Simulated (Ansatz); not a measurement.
Na₂S and related structures: several calculations on one system

## 1. Relaxation

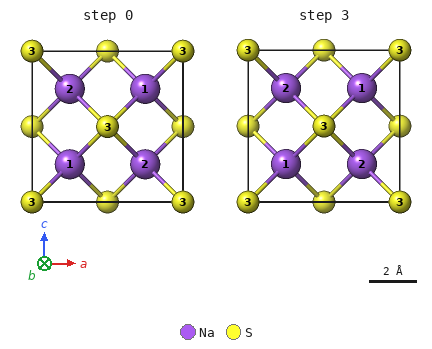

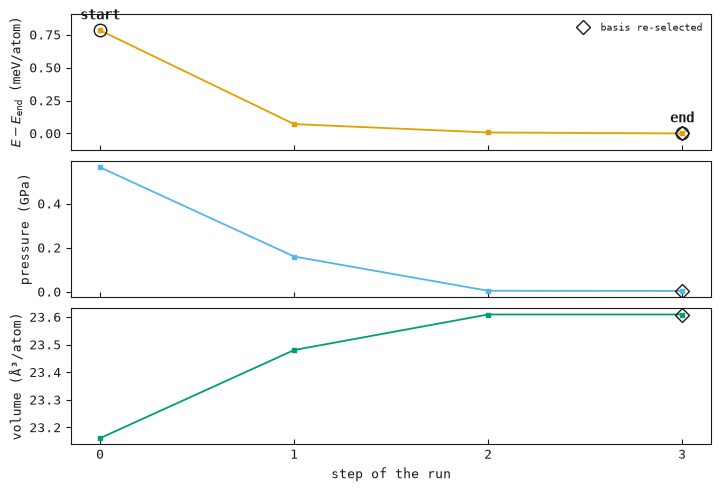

First and last geometry of a relaxation of a crystal of Na$_{2}$S (set up in Fm-3m), with the history of the run. The picture is a ball-and-stick view of the conventional cell (4 times the calculation's cell), seen along the b axis. Lengths and directions refer to the drawn axes.

Theory: Ansatz 0.2.0, DFT PBE, scalar-relativistic, plane waves, PAW. Set-up: plane-wave cutoff 420 eV; k-point mesh 6 × 6 × 6; occupations gaussian; smearing width 0.02 eV; no spin polarisation; cell and atoms relaxed; force threshold 0.005 eV/Å; at most 80 steps.

Did the run converge, and what did it change?

It converged. After 2 accepted moves (3 points after the start) the energy has fallen by 0.8 meV per atom. All forces vanish by symmetry, so only the cell relaxes. The pressure goes from 0.57 to 0.00 GPa. The SCF was repeated once at an unchanged geometry on a basis and grid sized afresh for the cell, which shifted the energy by less than 0.05 meV per atom at most. No atom moves by more than 0.005 Å relative to the cell. The drawn cell changes as follows: a = b = c 6.526 → 6.568 Å (+0.6 %); the volume changes by +1.9 %. Near-neighbour distances that change, for instance: Na1–Na2 3.263 → 3.284 Å, Na1–S3 2.826 → 2.844 Å. The space group stays Fm-3m (No. 225). Cost: 1.1 s on 4 threads of Intel(R) Xeon(R) 6975P-C (Granite Rapids) (shared host), peak memory 0.36 GiB.

## 2. Relaxation

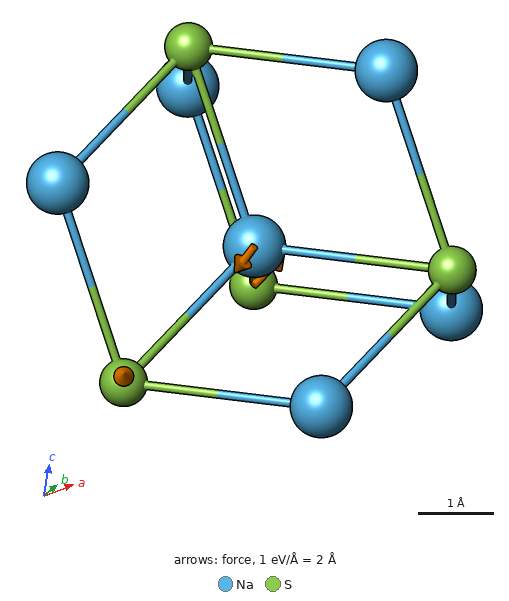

Starting geometry of a defect cell of composition Na15S8 with the computed forces as orange arrows. Style: ball-and-stick. Shown: the atoms within 4.2 Å of the atom that moves most (axes of the cell of the calculation (origin shifted)), slightly off an axis.

Case: Na vacancy, atoms relaxed.

All numbers below come from DFT PBE, scalar-relativistic, plane waves, PAW in Ansatz.

The input:
```yaml
crystal:
  lattice:
    - [-6.5678008208, 6.5678008208, 0.0]
    - [-6.5678008208, 0.0, 6.5678008208]
    - [0.0, 6.5678008208, 6.5678008208]
  atoms:
    - { symbol: Na, position: [0.375, 0.875, 0.375] }
    - { symbol: Na, position: [0.875, 0.375, 0.375] }
    - { symbol: Na, position: [0.875, 0.875, 0.875] }
    - { symbol: Na, position: [0.375, 0.375, 0.375] }
    - { symbol: Na, position: [0.375, 0.875, 0.875] }
    - { symbol: Na, position: [0.875, 0.375, 0.875] }
    - { symbol: Na, position: [0.375, 0.375, 0.875] }
    - { symbol: Na, position: [0.625, 0.625, 0.125] }
    - { symbol: Na, position: [0.125, 0.625, 0.125] }
    - { symbol: Na, position: [0.625, 0.125, 0.125] }
    - { symbol: Na, position: [0.625, 0.625, 0.625] }
    - { symbol: Na, position: [0.125, 0.125, 0.125] }
    - { symbol: Na, position: [0.125, 0.625, 0.625] }
    - { symbol: Na, position: [0.625, 0.125, 0.625] }
    - { symbol: Na, position: [0.125, 0.125, 0.625] }
    - { symbol: S, position: [0.0, 0.0, 0.0] }
    - { symbol: S, position: [0.5, 0.0, 0.0] }
    - { symbol: S, position: [0.0, 0.5, 0.0] }
    - { symbol: S, position: [0.0, 0.0, 0.5] }
    - { symbol: S, position: [0.5, 0.5, 0.0] }
    - { symbol: S, position: [0.5, 0.0, 0.5] }
    - { symbol: S, position: [0.0, 0.5, 0.5] }
    - { symbol: S, position: [0.5, 0.5, 0.5] }
basis:
  ecutwfc: 420
kpoints:
  mp_grid: { grid: [4, 4, 4] }
hamiltonian:
  xc: pbe
scf:
  occupations: { method: gaussian, width: 0.05 }
output:
  forces: true
  stress: true
  eigenvalues: true
  write_density: true
  write_potential: true
  elf: true
  volumetric_format: npy
relax:
  adjacent_minimum: "off"
  f_tol: 0.02
  max_steps: 50
```

Command:
```bash
ansatz run input.yaml --threads 4 --pin off --max-ram 9216MiB --backend cpu --events-out ev --progress --plain --runs-dir out
```

> Is this structure relaxed? If not, where do the atoms go?

It isn't relaxed: the largest force vector, on S atoms, is 0.35 eV/Å. The atoms end up moving mostly along the starting forces (cosine between the two patterns 0.92). The largest moves, 0.17 Å, are those of Na9, Na10, Na11, Na12, Na13 and Na14. Na13 goes along [−1 1 −1]. By element the largest moves are Na 0.17 Å, S 0.10 Å. The lattice vectors keep their values. Near-neighbour distances that change, for instance: Na7–Na13 3.284 → 3.457 Å, Na13–S18 2.844 → 2.949 Å, Na13–S19 2.844 → 2.787 Å, Na1–S19 2.844 → 2.812 Å. Bond angles that change, for instance: S19–Na13–S22 109.5° → 119.1°, S18–Na13–S23 109.5° → 104.2°. After 3 geometry steps the energy has fallen by 0.199 eV per cell of the calculation. The largest force component goes from 0.26 to 0.0042 eV/Å. The run took 31 s on 4 threads of Intel(R) Xeon(R) 6975P-C (Granite Rapids), with other jobs on the host, peak memory 1.7 GiB.

Limits of the set-up: the cell has an odd number of electrons but was run without spin polarisation.

## 3. Path

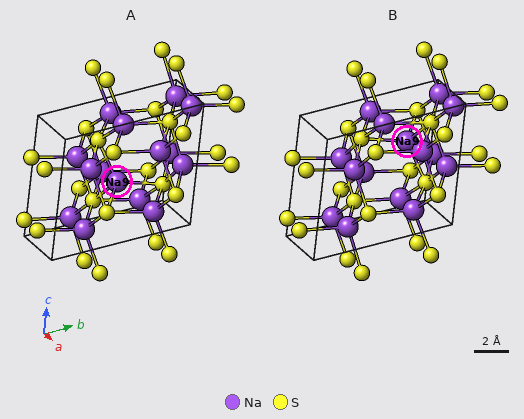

The two relaxed end points of a path for a defect cell of composition Na15S8 with a Na vacancy (23 atoms in the cell). A ball-and-stick model of the reduced simulation cell (origin moved), seen slightly off an axis. The moving atom is ringed, with any periodic copies. Lengths and directions refer to the drawn axes. Bonds to atoms that aren't drawn are left out.

The calculation used Ansatz, DFT PBE, scalar-relativistic, plane waves, PAW.

Settings: plane-wave cutoff 420 eV; k-point mesh 4 × 4 × 4; Gaussian smearing 0.05 eV; 5 movable images; climbing image; force threshold 0.05 eV/Å; iteration limit 5.

Start:
```
CELL_PARAMETERS angstrom
-6.56780 6.56780 0.00000
-6.56780 0.00000 6.56780
0.00000 6.56780 6.56780
ATOMIC_POSITIONS crystal
Na 0.37497 0.87503 0.37503
Na 0.87503 0.37497 0.37503
Na 0.87503 0.87503 0.87497
Na 0.37497 0.37497 0.37503
Na 0.37497 0.87503 0.87497
Na 0.87503 0.37497 0.87497
Na 0.37500 0.37500 0.87500
Na 0.62500 0.62500 0.12500
Na 0.11185 0.63815 0.13815
Na 0.63815 0.11185 0.13815
Na 0.63815 0.63815 0.61185
Na 0.11185 0.11185 0.13815
Na 0.11185 0.63815 0.61185
Na 0.63815 0.11185 0.61185
Na 0.12500 0.12500 0.62500
S 0.00433 0.00433 0.98702
S 0.50031 0.99907 0.00031
S 0.99907 0.50031 0.00031
S 0.00433 0.00433 0.50433
S 0.50031 0.50031 0.00031
S 0.48702 0.00433 0.50433
S 0.00433 0.48702 0.50433
S 0.50031 0.50031 0.49907
```

End:
```
CELL_PARAMETERS angstrom
-6.56780 6.56780 0.00000
-6.56780 0.00000 6.56780
0.00000 6.56780 6.56780
ATOMIC_POSITIONS crystal
Na 0.37500 0.87500 0.37500
Na 0.88815 0.38815 0.36185
Na 0.88815 0.86185 0.88815
Na 0.36185 0.38815 0.36185
Na 0.36185 0.86185 0.88815
Na 0.87500 0.37500 0.87500
Na 0.36185 0.38815 0.88815
Na 0.62503 0.62497 0.12497
Na 0.88815 0.86185 0.36185
Na 0.62503 0.12503 0.12497
Na 0.62503 0.62497 0.62503
Na 0.12497 0.12503 0.12497
Na 0.12497 0.62497 0.62503
Na 0.62500 0.12500 0.62500
Na 0.12497 0.12503 0.62503
S 0.99567 0.01298 0.99567
S 0.49969 0.99969 0.00093
S 0.99567 0.49567 0.99567
S 0.00093 0.99969 0.49969
S 0.51298 0.49567 0.99567
S 0.49969 0.99969 0.49969
S 0.99567 0.49567 0.51298
S 0.49969 0.50093 0.49969
```

Question: What barrier does the band find between them, and by what path?

Answer: The barrier is about 0.294 eV in both directions, with image 3 at the top; the ends have the same energy. It is a vacancy jump: a nearby atom moves into the empty site and leaves its own site empty. A Na atom travels furthest, 2.94 Å from end to end, along [−1 1 1], on a straight line. At the highest image its nearest neighbour (S) is 2.54 Å away, against 2.79 Å at the start, and the surrounding atoms stand up to 0.14 Å off the mean of their end positions. The band is converged.

Energies of the converged images:

| image | path (Å) | E (eV) |
| --- | --- | --- |
| 0 | 0.00 | 0.000 |
| 1 | 0.51 | 0.075 |
| 2 | 1.01 | 0.223 |
| 3 | 1.52 | 0.294 |
| 4 | 2.02 | 0.223 |
| 5 | 2.53 | 0.075 |
| 6 | 3.03 | 0.000 |

The geometry at the top of the path:

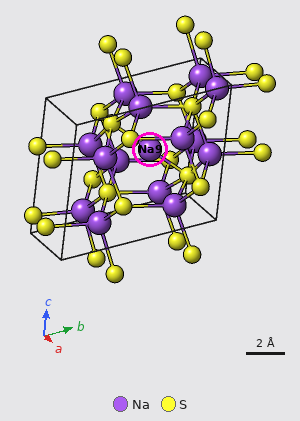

Limits of the set-up: the cell has an odd number of electrons but was run without spin polarisation.

Cost: 9 min on 4 threads of Intel(R) Xeon(R) 6975P-C (Granite Rapids), with other jobs on the host, peak memory 7.2 GiB.
